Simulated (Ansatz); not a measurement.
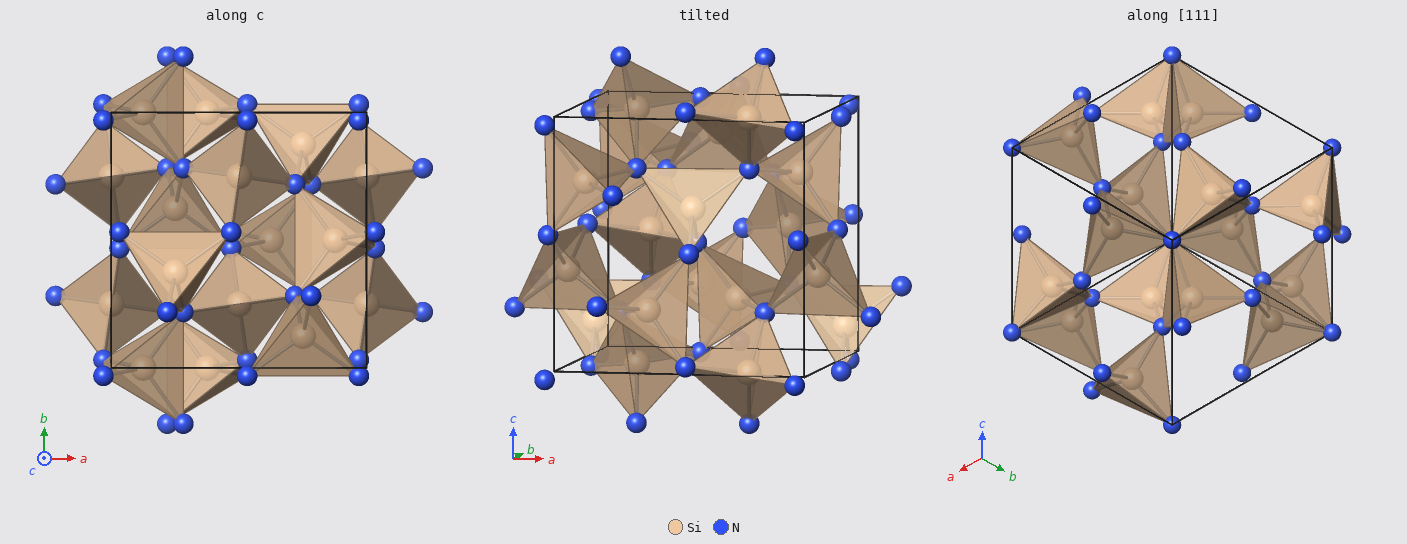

The crystal in a polyhedral representation, seen along the c axis, slightly off an axis and along [111]. The edges of the conventional unit cell are marked. Some neighbours outside the box are added.

The structure is one of Si₃N₄. Space group: I-43d (No. 220). Lattice: body-centred cubic. Atoms per cell: 28 (12 Si, 16 N). The polyhedra are SiN4 tetrahedra; they share corners. Each Si atom is coordinated by four N in a tetrahedral arrangement. The N atoms are each bonded to three Si in a trigonal planar arrangement. The bonds build a three-dimensional framework.

The structure comes from a structure listed in the Materials Project. Earlier steps of the study may have refined or changed the cell and positions. It was run through Ansatz as a DFT input.
